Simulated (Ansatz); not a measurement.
# GaP (F-43m): thermal expansion from first principles, part 2 of 2

Aim: the lattice, expansion, heat capacity and bulk modulus of GaP as it warms.

Experimental results on record:
- volume expansion coefficient 15.9 1e-6/K, heat capacity C_P per formula unit 44.2 J/mol/K and bulk modulus 88.7 GPa near room temperature (given in “High-Throughput Prediction of Finite-Temperature Properties using the Quasi-Harmonic Approximation”, 2016, arXiv:1603.06924)

Ansatz 0.2.0; DFT PBE, scalar-relativistic, plane waves, PAW (the session's first sound run).

So far, gap on the k-mesh (eV): step 2 (a first coarse run) 1.65; step 3 (relaxation) 1.58; step 4 (relaxing to small residual forces and stress) 1.58.

### 5. A new level, relaxed again

The functional, the potentials or the cutoff change, so the crystal is relaxed again at the new setting.

This step: DFT PBE+D3(BJ), scalar-relativistic, plane waves, PAW (Ansatz 0.2.0).

input.yaml

```yaml
crystal:
  lattice:
    - [0.0, 2.7530369335, 2.7530369335]
    - [2.7530369335, 0.0, 2.7530369335]
    - [2.7530369335, 2.7530369335, 0.0]
  atoms:
    - { symbol: Ga, position: [0.0, 0.0, 0.0] }
    - { symbol: P, position: [0.25, 0.25, 0.25] }
kpoints:
  mp_grid: { grid: [8, 8, 8] }
hamiltonian:
  xc: pbe
  dispersion: d3bj
scf:
  occupations: { method: fixed }
output:
  forces: true
  stress: true
  eigenvalues: true
relax:
  adjacent_minimum: "off"
  f_tol: 0.001
  max_steps: 60
  cell: { stress_tol: 0.01 }
```

Launch:

```
$ ansatz run input.yaml --threads 4 --pin off --max-ram 16384MiB --backend cpu --events-out ev --progress --plain --runs-dir out
```

Numbers of over 12 decimals in the logs are rounded to 6 here.

The program printed:

```text
[...]
Crystal: 2 atoms, lattice volume = 41.732 Å³
Basis set: ecut = 420 eV, 869 PW (Γ), exchange–correlation on 54×54×54 points (8 copies of the dense FFT grid, shifted against one another)
Bands: 13, of which v1, the nominal top of the filled ones, is band 9 counted from 1 (8 counted from 0)
Symmetry: 24 space group operations
[...]
k-points: 29 of 512 (time reversal used)
[...]
SCF iter   1: F=—  HF=-4540.170781 eV  |F-HF|=—  |Δ(HF+E_count)|=         —  Δρ=1.57e-3  dr2=1.43e-3  ethr=1.77e-3  ⟨swp⟩=5.0  Hψ=1992  notcnv=0  defer=50
[...]
SCF iter   6: F=-4540.169893 eV  HF=-4540.169893 eV  |F-HF|=2.39e-8  |Δ(HF+E_count)|=   4.05e-7  Δρ=9.67e-6  dr2=2.39e-8  ethr=5.56e-10  ⟨swp⟩=9.1  Hψ=2420  notcnv=0
SCF 1 converged in 6 iterations: F = -4540.169893 eV  dr2 = 2.39e-8
[...]
relax step   1: F+E_penalty+E_count = -4540.16989325 eV  Δ(F+E_penalty+E_count) = +0.000e0 eV  max|allowed force component| = 2.128e-16 eV/Å  Δτ_max = 0.0000 Å  P = -2.571 GPa  Ω = 41.732 Å³  (6 SCF iters, dr2 threshold 1.00e-7 eV, accepted)
Crystal: 2 atoms, lattice volume = 40.759 Å³
Basis set: ecut = 420 eV, 821 PW (Γ), exchange–correlation on 54×54×54 points (8 copies of the dense FFT grid, shifted against one another)
[...]
SCF iter   5: F=-4540.180397 eV  HF=-4540.180397 eV  |F-HF|=8.36e-8  |Δ(HF+E_count)|=   9.49e-8  Δρ=1.53e-5  dr2=6.31e-8  ethr=1.11e-9  ⟨swp⟩=9.0  Hψ=2391  notcnv=0
SCF 2 converged in 5 iterations: F = -4540.180397 eV  dr2 = 6.31e-8
relax step   2: F+E_penalty+E_count = -4540.18039681 eV  Δ(F+E_penalty+E_count) = -1.050e-2 eV  max|allowed force component| = 6.014e-17 eV/Å  Δτ_max = 0.0000 Å  P = -0.772 GPa  Ω = 40.759 Å³  energy of the carried Pulay correction = +2.370e-4 eV  (5 SCF iters, dr2 threshold 2.00e-7 eV, accepted)
Crystal: 2 atoms, lattice volume = 40.356 Å³
Basis set: ecut = 420 eV, 749 PW (Γ), exchange–correlation on 54×54×54 points (8 copies of the dense FFT grid, shifted against one another)
[...]
SCF iter   5: F=-4540.181421 eV  HF=-4540.181421 eV  |F-HF|=1.76e-8  |Δ(HF+E_count)|=   2.83e-9  Δρ=6.77e-6  dr2=1.21e-8  ethr=6.85e-10  ⟨swp⟩=5.2  Hψ=1651  notcnv=0
SCF 3 converged in 5 iterations: F = -4540.181421 eV  dr2 = 1.21e-8
relax step   3: F+E_penalty+E_count = -4540.18142057 eV  Δ(F+E_penalty+E_count) = -1.024e-3 eV  max|allowed force component| = 3.123e-17 eV/Å  Δτ_max = 0.0000 Å  P = +0.046 GPa  Ω = 40.356 Å³  energy of the carried Pulay correction = +3.369e-4 eV  (5 SCF iters, dr2 threshold 2.00e-7 eV, accepted)
[...]
relax step   4: F+E_penalty+E_count = -4540.18141829 eV  Δ(F+E_penalty+E_count) = +2.276e-6 eV  max|allowed force component| = 4.163e-17 eV/Å  Δτ_max = 0.0000 Å  P = +0.000 GPa  Ω = 40.378 Å³  energy of the carried Pulay correction = +3.314e-4 eV  (3 SCF iters, dr2 threshold 5.40e-9 eV, accepted)
[...]
SCF iter   6: F=-4540.181114 eV  HF=-4540.181114 eV  |F-HF|=0.00e0  |Δ(HF+E_count)|=  3.09e-11  Δρ=4.29e-8  dr2=3.04e-13  ethr=1.00e-12  ⟨swp⟩=8.7  Hψ=2651  notcnv=0
SCF 5 converged in 6 iterations: F = -4540.181114 eV  dr2 = 3.04e-13
relax step   5: F+E_penalty+E_count = -4540.18111393 eV  Δ(F+E_penalty+E_count) = +3.044e-4 eV  max|allowed force component| = 6.014e-17 eV/Å  Δτ_max = 0.0000 Å  P = -0.002 GPa  Ω = 40.378 Å³  stress off target by 1.96e-3 GPa  SCF on the basis re-selected at this cell (its energy is not comparable with the rows above)  (6 SCF iters)
basis re-selected at this cell: Δ(F+E_penalty+E_count) = +3.044e-4 eV, ΔP = -0.002 GPa vs the last step (what re-selecting the basis moved, of the pressure what is left beyond the Pulay correction that the steps carried, after the strain that the cell walked since its last selection, with what the two solves' SCF thresholds leave and, on support functions, any second-order correction that the steps lacked; it is no m [...]
SCF converged after 6 iterations
Free energy (F): -4540.181114 eV
[...]
Internal energy: -4540.181114 eV  (E = F + TS)
E sigma→0 (E₀):  -4540.181114 eV
Fermi energy:    7.118196 eV
[...]
--- Stress (GPa, compression-positive) ---
       -0.001964      -0.000000      -0.000000
       -0.000000      -0.001964       0.000000
       -0.000000       0.000000      -0.001964
  P = ⅓ Tr σ = -0.0020 GPa (-0.020 kbar)
--- Band table (eV; the first three rows and the last of 29) ---
  k-point 0: bands = [... 5 lower, -5.3934, 7.1182, 7.1182, 7.1182, 8.9676, 11.0026, 11.0026, 11.0026]
  k-point 1: bands = [... 5 lower, -5.1901, 5.4901, 6.8875, 6.8875, 9.5839, 11.3528, 11.3528, 11.5909]
  k-point 2: bands = [... 5 lower, -4.6146, 3.2377, 6.4532, 6.4532, 9.2845, 11.8589, 11.8589, 13.4780]
  k-point 28: bands = [... 5 lower, -2.3227, 0.5595, 3.5314, 3.6859, 11.8196, 11.9918, 13.2280, 13.2618]
--- Relaxed structure (4 steps of the walk, 4 accepted, 1 SCFs on fresh bases) ---
[...]
cell:  # Å, volume = 40.3778 Å³
    - [0, 2.722936, 2.722936]
    - [2.722936, 0, 2.722936]
    - [2.722936, 2.722936, 0]
  atoms:
    - { symbol: Ga, position: [0, 0, 0] }
    - { symbol: P, position: [0.25, 0.25, 0.25] }
```

It took 3.3 s on 4 threads of Arm Neoverse V1, shared host; peak memory 0.33 GiB; 12 s of CPU time.

The steps of the relaxation:

| step | energy less that of the first step (eV) | largest force component (eV/Å) | pressure (GPa) | volume (Å³) |
| --- | --- | --- | --- | --- |
| 1 | 0.0000 | 0.0000 | -2.57 | 41.73 |
| 2 | -0.0105 | 0.0000 | -0.77 | 40.76 |
| 3 | -0.0115 | 0.0000 | 0.05 | 40.36 |
| 4 | -0.0115 | 0.0000 | 0.00 | 40.38 |
| 5* | -0.0112 | 0.0000 | 0.00 | 40.38 |

Relaxation steps marked * repeat the geometry before them on a plane-wave basis chosen anew for their cell, so energy and pressure can jump there.

The run keeps the 24 symmetry operations that it works with, so distortions that break them were not tested.

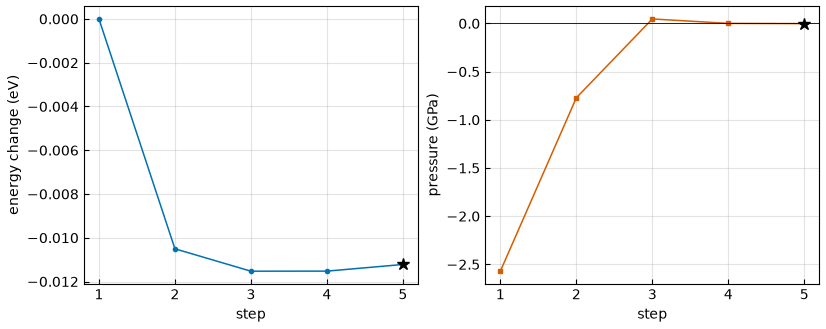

Energy and pressure along the relaxation. Stars mark steps on a basis chosen anew.

| conventional cell, symmetrised | before | after | change |
| --- | --- | --- | --- |
| a (Å) | 5.506 | 5.446 | -1.1 % |
| b (Å) | 5.506 | 5.446 | -1.1 % |
| c (Å) | 5.506 | 5.446 | -1.1 % |
| volume (Å³/atom) | 20.87 | 20.19 | -3.2 % |

Final coordinates:

```xyz
2
Lattice="0.0000 2.7229 2.7229 2.7229 0.0000 2.7229 2.7229 2.7229 0.0000" Properties=species:S:1:pos:R:3 pbc="T T T"
Ga    0.0000    0.0000    0.0000
P     1.3615    1.3615    1.3615
```

This step gave:

```yaml
pressure: -0.001964 GPa
gap_on_the_k_mesh: 1.638 eV
volume_per_atom: 20.19 Å³
```

The residual pressure is -0.0020 GPa, small enough for phonons.

Between step 4 and this run (PBE D3(BJ)) the value for the gap on the k-mesh moves from 1.58 eV to 1.64 eV.

### 6. The quasi-harmonic study

Thermal expansion follows from how the free energy of the vibrations (and of the electrons in a metal) changes with strain, so the program makes strained cells, their phonons and a fit in one run.

input.yaml, the sections that differ from step 5:

```yaml
crystal:
  lattice:
    - [0.0, 2.7229360735, 2.7229360735]
    - [2.7229360735, 0.0, 2.7229360735]
    - [2.7229360735, 2.7229360735, 0.0]
  atoms:
    - { symbol: Ga, position: [0.0, 0.0, 0.0] }
    - { symbol: P, position: [0.25, 0.25, 0.25] }
output:
  eigenvalues: true
phonons:
  method: dfpt
  qmesh: [4, 4, 4]
  temperatures: { t_max: 800.0, t_step: 50 }
  thermal_expansion: {}
# kpoints, hamiltonian, scf: as in step 5
# relax: removed
```

The program printed:

```text
Warning: phonons: the dynamical matrix that this run interpolates holds no multipole term above the dipole-dipole one, and a site of this crystal is no centre of inversion, so its interpolated transverse optical and acoustic branches and sound speeds can stay off near Gamma, and the density of states and the thermodynamics with them. What a run solves at a wave vector of phonons.qpoints, Gamma apart, where the deck admits one, is free of this, and under fd what a larger phonons.supercell samples
[...]
Crystal: 2 atoms, lattice volume = 40.378 Å³
Basis set: ecut = 487.2 eV, 965 PW (Γ), exchange–correlation on 60×60×60 points (8 copies of the dense FFT grid, shifted against one another)
Bands: 13, of which v1, the nominal top of the filled ones, is band 9 counted from 1 (8 counted from 0)
Symmetry: 24 space group operations
[...]
k-points: 29 of 512 (time reversal used)
[...]
SCF iter   1: F=—  HF=-4540.183746 eV  |F-HF|=—  |Δ(HF+E_count)|=         —  Δρ=1.64e-3  dr2=1.38e-3  ethr=1.77e-3  ⟨swp⟩=5.1  Hψ=2013  notcnv=0  defer=51
[...]
SCF iter   8: F=-4540.182720 eV  HF=-4540.182720 eV  |F-HF|=1.55e-11  |Δ(HF+E_count)|=  6.68e-10  Δρ=2.94e-7  dr2=1.78e-11  ethr=1.00e-12  ⟨swp⟩=10.1  Hψ=3224  notcnv=0
SCF 1 converged in 8 iterations: F = -4540.182720 eV  dr2 = 1.78e-11
[...]
relax step   1: F+E_penalty+E_count = -4540.18272022 eV  Δ(F+E_penalty+E_count) = +0.000e0 eV  max|allowed force component| = 2.405e-16 eV/Å  Δτ_max = 0.0000 Å  (8 SCF iters, accepted)
SCF converged after 8 iterations
Free energy (F): -4540.182720 eV
[...]
Internal energy: -4540.182720 eV  (E = F + TS)
E sigma→0 (E₀):  -4540.182720 eV
Fermi energy:    7.117440 eV
[...]
--- Stress (GPa, compression-positive) ---
       -0.004416      -0.000000       0.000000
        0.000000      -0.004416       0.000000
        0.000000       0.000000      -0.004416
  P = ⅓ Tr σ = -0.0044 GPa (-0.044 kbar)
--- Band table (eV; the first three rows and the last of 29) ---
  k-point 0: bands = [... 5 lower, -5.3936, 7.1174, 7.1174, 7.1174, 8.9673, 11.0023, 11.0023, 11.0023]
  k-point 1: bands = [... 5 lower, -5.1904, 5.4897, 6.8869, 6.8869, 9.5838, 11.3525, 11.3525, 11.5905]
  k-point 2: bands = [... 5 lower, -4.6148, 3.2374, 6.4527, 6.4527, 9.2844, 11.8586, 11.8586, 13.4777]
  k-point 28: bands = [... 5 lower, -2.3233, 0.5595, 3.5310, 3.6856, 11.8188, 11.9916, 13.2275, 13.2612]
── thermal expansion: 3 new cells, 3 in all ──
thermal expansion: variable-cell relaxation of cell 1
thermal expansion: relaxation of cell 1
thermal expansion: relaxation of cell 2
thermal expansion: relaxation of cell 3
── thermal expansion: 2 new cells, 5 in all ──
thermal expansion: relaxation of cell 4
thermal expansion: lower-state search of cell 4
thermal expansion: phonons of cell 4
thermal expansion: relaxation of cell 5
thermal expansion: phonons of cell 5
── thermal expansion: 5 new cells, 10 in all ──
thermal expansion: relaxation of cell 6
thermal expansion: relaxation of cell 7
thermal expansion: relaxation of cell 8
thermal expansion: relaxation of cell 9
thermal expansion: relaxation of cell 10
thermal expansion: phonons of cell 6
thermal expansion: phonons of cell 7
--- Relaxed structure (1 steps of the walk, 1 accepted, 0 SCFs on fresh bases) ---
  F+E_penalty+E_count = -4540.18272022 eV   max|allowed force component| = 2.405e-16 eV/Å
  atoms:
    - { symbol: Ga, position: [0.0, 0.0, 0.0] }
    - { symbol: P, position: [0.25, 0.25, 0.25] }
--- Thermal expansion: 10 cells in 3 rounds, 0 GPa ---
  no lower state was reached at cell 4
  without vibrations: a 3.85075, b 3.85075, c 3.85075 Å, V 40.3757 Å³, B 83.92 GPa
  at 0 K: a 3.85678, b 3.85678, c 3.85678 Å, V 40.5656 Å³, B 82.62 GPa
  zero-point expansion: a +0.157, b +0.157, c +0.157, V +0.470 %
      T/K        a/Å        b/Å        c/Å       V/Å³ | expansion of a, b, c, V (1e-6/K)   | that of V in the mean from 25 °C | C_P, C_V (J/mol K of the cell) | B_T, B_S (GPa)
     0.00    3.85678    3.85678    3.85678    40.5656 |    0.00    0.00    0.00    0.00 |    7.43 |     0.000     0.000 |    82.62    82.62
   100.00    3.85683    3.85683    3.85683    40.5675 |    1.12    1.12    1.12    3.36 |   10.95 |    22.231    22.228 |    82.38    82.39
   200.00    3.85787    3.85787    3.85787    40.6001 |    3.94    3.94    3.94   11.81 |   13.92 |    37.690    37.634 |    81.62    81.74
   298.15    3.85963    3.85963    3.85963    40.6557 |    5.19    5.19    5.19   15.56 |       - |    43.686    43.544 |    80.70    80.96
   350.00    3.86070    3.86070    3.86070    40.6897 |    5.56    5.56    5.56   16.67 |   16.15 |    45.322    45.131 |    80.20    80.54
   450.00    3.86295    3.86295    3.86295    40.7607 |    6.02    6.02    6.02   18.06 |   17.01 |    47.199    46.913 |    79.21    79.69
   550.00    3.86533    3.86533    3.86533    40.8363 |    6.32    6.32    6.32   18.97 |   17.64 |    48.247    47.866 |    78.21    78.83
   650.00    3.86783    3.86783    3.86783    40.9153 |    6.55    6.55    6.55   19.66 |   18.15 |    48.908    48.430 |    77.20    77.96
   750.00    3.87040    3.87040    3.87040    40.9970 |    6.74    6.74    6.74   20.23 |   18.58 |    49.367    48.790 |    76.19    77.09
   800.00    3.87171    3.87171    3.87171    41.0387 |    6.83    6.83    6.83   20.49 |   18.78 |    49.550    48.922 |    75.69    76.66
  the static fit leaves 0.001 meV an atom of the energies and, of the stresses, 0.000 GPa of each cell's largest along a strain (root mean squares over the cells), whose Pulay part it has at -0.019 GPa
  vibrations' free energy: its fit passes through its cells
  the electrons' free energy at temperature is not in it: every band gap is over 0.83 eV
  free energies summed between the sampled wave vectors
  estimated error of the fitted expansion in any direction: up to 0.039e-6/K, at 800 K, with few degrees of freedom (an estimate, not a bound: it was exceeded on models of known expansion)
  the energies and the vibrations are of d3bj (s6 = 1.0, s8 = 0.7875, a1 = 0.4289, a2_bohr = 4.4407) at the weights and the pressure of the crystal at rest
  by sums over the sampled wave vectors an expansion of the volume parts by up to 0.72e-6/K
  by a static energy of one degree less an expansion of the volume parts by up to 0.01e-6/K
  band gaps on the cells' k-points are 1.578 to 1.650 eV
```

The job ended after 8.3 min (4 threads; peak memory 1.2 GiB; 32 min of CPU time).

This step gave:

```
pressure                                         : -0.004416 GPa
volume expansion coefficient at 298 K            : 15.56 1e-6/K
C_P at 298 K                                     : 21.84 J/mol-atom/K
entropy at 298 K                                 : 26.28 J/mol-atom/K
isothermal bulk modulus at 298 K                 : 80.7 GPa
Grüneisen parameter at 298 K                     : 0.7059
volume at 298 K                                  : 20.33 Å³/atom
principal linear expansion coefficients at 298 K : 5.186, 5.186, 5.186 1e-6/K
```

Strained cells of the study; zero-point energy where phonons were solved; the pressures are stresses at a fixed cutoff and can carry an offset from the finite basis. Expansion cells, by row:

| cell | \|a\| (Å) | \|b\| (Å) | \|c\| (Å) | V (Å³/atom) | E - E_lowest (meV/atom) | pressure, compression positive (GPa) | gap (eV) | zero-point energy (meV/atom) |
| --- | --- | --- | --- | --- | --- | --- | --- | --- |
| 1 | 3.851 | 3.851 | 3.851 | 20.19 | 0 | -0.023 | 1.638 | - |
| 2 | 3.882 | 3.882 | 3.882 | 20.68 | 2.974 | -1.923 | 1.61 | - |
| 3 | 3.82 | 3.82 | 3.82 | 19.71 | 3.07 | 2.092 | 1.598 | - |
| 4 | 3.851 | 3.851 | 3.851 | 20.19 | 0.001 | -0.039 | 1.639 | 46.02 |
| 5 | 3.87 | 3.87 | 3.87 | 20.5 | 1.207 | -1.251 | 1.636 | 45.28 |
| 6 | 3.86 | 3.86 | 3.86 | 20.34 | 0.301 | -0.641 | 1.65 | 45.66 |
| 7 | 3.879 | 3.879 | 3.879 | 20.64 | 2.551 | -1.788 | 1.615 | 44.94 |
| 8 | 3.813 | 3.813 | 3.813 | 19.6 | 4.772 | 2.643 | 1.585 | - |
| 9 | 3.832 | 3.832 | 3.832 | 19.89 | 1.16 | 1.258 | 1.614 | - |
| 10 | 3.893 | 3.893 | 3.893 | 20.87 | 5.644 | -2.598 | 1.578 | - |

Quasi-harmonic; a, b, c are the run's own cell vectors. Expansion, by row:

| T (K) | a (Å) | b (Å) | c (Å) | alpha (deg) | beta (deg) | gamma (deg) | cell volume (Å³/cell) | alpha_a (1e-6/K) | alpha_b (1e-6/K) | alpha_c (1e-6/K) | alpha_V (1e-6/K) | C_P (J/mol-atom/K) | C_V (J/mol-atom/K) | S (J/mol-atom/K) | B_T (GPa) | B_S (GPa) | Grueneisen | extrapolation | fit error (1e-6/K) |
| --- | --- | --- | --- | --- | --- | --- | --- | --- | --- | --- | --- | --- | --- | --- | --- | --- | --- | --- | --- |
| 0 | 3.857 | 3.857 | 3.857 | 60 | 60 | 60 | 40.57 | 0 | 0 | 0 | 0 | 0 | 0 | 0 | 82.62 | 82.62 | - | 0 | 0 |
| 50 | 3.857 | 3.857 | 3.857 | 60 | 60 | 60 | 40.57 | -0.13 | -0.13 | -0.13 | -0.38 | 4.918 | 4.918 | 2.26 | 82.58 | 82.58 | -0.078 | 0 | 0 |
| 100 | 3.857 | 3.857 | 3.857 | 60 | 60 | 60 | 40.57 | 1.12 | 1.12 | 1.12 | 3.36 | 11.12 | 11.11 | 7.649 | 82.38 | 82.39 | 0.304 | 0 | 0 |
| 150 | 3.857 | 3.857 | 3.857 | 60 | 60 | 60 | 40.58 | 2.76 | 2.76 | 2.76 | 8.29 | 15.83 | 15.82 | 13.11 | 82.04 | 82.09 | 0.525 | 0 | 0 |
| 200 | 3.858 | 3.858 | 3.858 | 60 | 60 | 60 | 40.6 | 3.94 | 3.94 | 3.94 | 11.81 | 18.84 | 18.82 | 18.11 | 81.62 | 81.74 | 0.626 | 0 | 0.01 |
| 250 | 3.859 | 3.859 | 3.859 | 60 | 60 | 60 | 40.63 | 4.7 | 4.7 | 4.7 | 14.09 | 20.7 | 20.65 | 22.53 | 81.16 | 81.35 | 0.677 | 0 | 0.01 |
| 298.1 | 3.86 | 3.86 | 3.86 | 60 | 60 | 60 | 40.66 | 5.19 | 5.19 | 5.19 | 15.56 | 21.84 | 21.77 | 26.28 | 80.7 | 80.96 | 0.706 | 0 | 0.01 |
| 300 | 3.86 | 3.86 | 3.86 | 60 | 60 | 60 | 40.66 | 5.2 | 5.2 | 5.2 | 15.6 | 21.88 | 21.81 | 26.42 | 80.68 | 80.95 | 0.707 | 0 | 0.01 |
| 350 | 3.861 | 3.861 | 3.861 | 60 | 60 | 60 | 40.69 | 5.56 | 5.56 | 5.56 | 16.67 | 22.66 | 22.57 | 29.85 | 80.2 | 80.54 | 0.726 | 0 | 0.01 |
| 400 | 3.862 | 3.862 | 3.862 | 60 | 60 | 60 | 40.72 | 5.82 | 5.82 | 5.82 | 17.45 | 23.2 | 23.09 | 32.91 | 79.7 | 80.11 | 0.739 | 0 | 0.02 |
| 450 | 3.863 | 3.863 | 3.863 | 60 | 60 | 60 | 40.76 | 6.02 | 6.02 | 6.02 | 18.06 | 23.6 | 23.46 | 35.67 | 79.21 | 79.69 | 0.748 | 0 | 0.01 |
| 500 | 3.864 | 3.864 | 3.864 | 60 | 60 | 60 | 40.8 | 6.18 | 6.18 | 6.18 | 18.55 | 23.89 | 23.73 | 38.17 | 78.71 | 79.26 | 0.756 | 0 | 0.01 |
| 550 | 3.865 | 3.865 | 3.865 | 60 | 60 | 60 | 40.84 | 6.32 | 6.32 | 6.32 | 18.97 | 24.12 | 23.93 | 40.46 | 78.21 | 78.83 | 0.762 | 0 | 0.01 |
| 600 | 3.867 | 3.867 | 3.867 | 60 | 60 | 60 | 40.88 | 6.44 | 6.44 | 6.44 | 19.33 | 24.3 | 24.09 | 42.57 | 77.7 | 78.4 | 0.767 | 0 | 0.01 |
| 650 | 3.868 | 3.868 | 3.868 | 60 | 60 | 60 | 40.92 | 6.55 | 6.55 | 6.55 | 19.66 | 24.45 | 24.21 | 44.52 | 77.2 | 77.96 | 0.772 | 0 | 0.01 |
| 700 | 3.869 | 3.869 | 3.869 | 60 | 60 | 60 | 40.96 | 6.65 | 6.65 | 6.65 | 19.95 | 24.58 | 24.31 | 46.34 | 76.7 | 77.53 | 0.776 | 0 | 0.02 |
| 750 | 3.87 | 3.87 | 3.87 | 60 | 60 | 60 | 41 | 6.74 | 6.74 | 6.74 | 20.23 | 24.68 | 24.39 | 48.04 | 76.19 | 77.09 | 0.78 | 0 | 0.03 |
| 800 | 3.872 | 3.872 | 3.872 | 60 | 60 | 60 | 41.04 | 6.83 | 6.83 | 6.83 | 20.49 | 24.77 | 24.46 | 49.63 | 75.69 | 76.66 | 0.783 | 0 | 0.04 |

Expansion coefficient against temperature; values in 1e-6/K:

| temperature (K) | volume | principal 1 |
| --- | --- | --- |
| 0 | 0 | 0 |
| 50 | -0.38 | -0.13 |
| 100 | 3.36 | 1.12 |
| 150 | 8.29 | 2.76 |
| 200 | 11.8 | 3.94 |
| 250 | 14.1 | 4.7 |
| 298 | 15.6 | 5.19 |
| 300 | 15.6 | 5.2 |
| 350 | 16.7 | 5.56 |
| 400 | 17.4 | 5.82 |
| 450 | 18.1 | 6.02 |
| 500 | 18.6 | 6.18 |
| 550 | 19.0 | 6.32 |
| 600 | 19.3 | 6.44 |
| 650 | 19.7 | 6.55 |
| 700 | 19.9 | 6.65 |
| 750 | 20.2 | 6.74 |
| 800 | 20.5 | 6.83 |

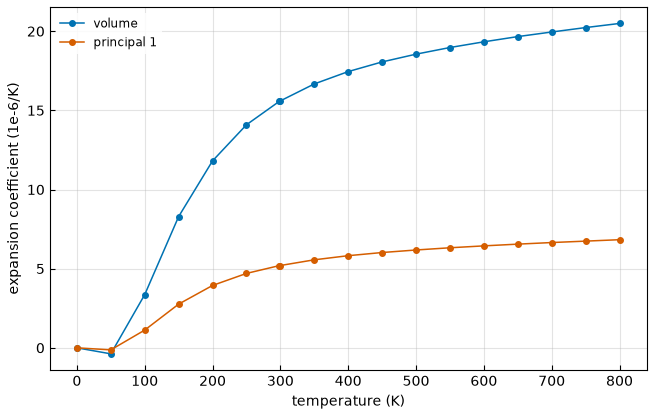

Expansion coefficient, plotted against temperature.

At 298 K the volume expansion is 15.6 × 10⁻⁶/K and B_T is 80.7 GPa. The program raised the cutoff to 487.2 eV by itself: with no cutoff typed, the study takes about 1.16 times the default for its relaxations and scales it with the volume for the phonons.

### 7. Results

- settings of these figures: PBE+D3(BJ), 487.2 eV, k 8×8×8, q 4×4×4
- volume expansion coefficient at 298 K: 15.56 1e-6/K
- C_P at 298 K: 21.84 J/mol-atom/K
- entropy at 298 K: 26.28 J/mol-atom/K
- isothermal bulk modulus at 298 K: 80.7 GPa
- Grüneisen parameter at 298 K: 0.7059
- volume at 298 K: 20.33 Å³/atom
- principal linear expansion coefficients at 298 K: 5.186, 5.186, 5.186 1e-6/K

What this shows: Near room temperature GaP expands by 15.6 × 10⁻⁶/K in volume by PBE+D3(BJ), with C_P = 21.8 J/(mol K) per mole of atoms and B_T = 80.7 GPa. At low temperature the volume shrinks on warming, because modes with negative Grüneisen parameters outweigh the rest; the coefficient turns positive near 60 K. C_P at room temperature is 88 % of the classical 3R an atom, so the stiffest modes are still partly frozen out. A measured volume expansion coefficient near room temperature is 15.9 1e-6/K (arXiv:1603.06924); the calculated 15.6 1e-6/K differs by -2 %. A measured bulk modulus near room temperature is 88.7 GPa (arXiv:1603.06924); the calculated 80.7 GPa differs by -9 %. The table does not say whether its value is isothermal or adiabatic. A measured heat capacity per formula unit near room temperature is 44.2 J/mol/K (arXiv:1603.06924); the calculated 43.7 J/mol/K differs by -1 %. The interpolation has no quadrupole term, so branches near the zone centre are less sure, since this crystal has sites that are not centres of inversion. The dispersion term is taken with its C6 weights frozen at the crystal at rest, in the force constants and, in the expansion study, in the energies too.

[Logs are printed without paths, hosts, clocks, repeated set-up lines and the standing remarks that a program may print on its own settings, such as how far it seeks lower states.]

[Hosts, paths, dates, database ids (printed as entryN), source tags and the programs' standing remarks are cut or masked in the printed files.]

[A step with changed settings may run another functional than the one named; its input shows which.]
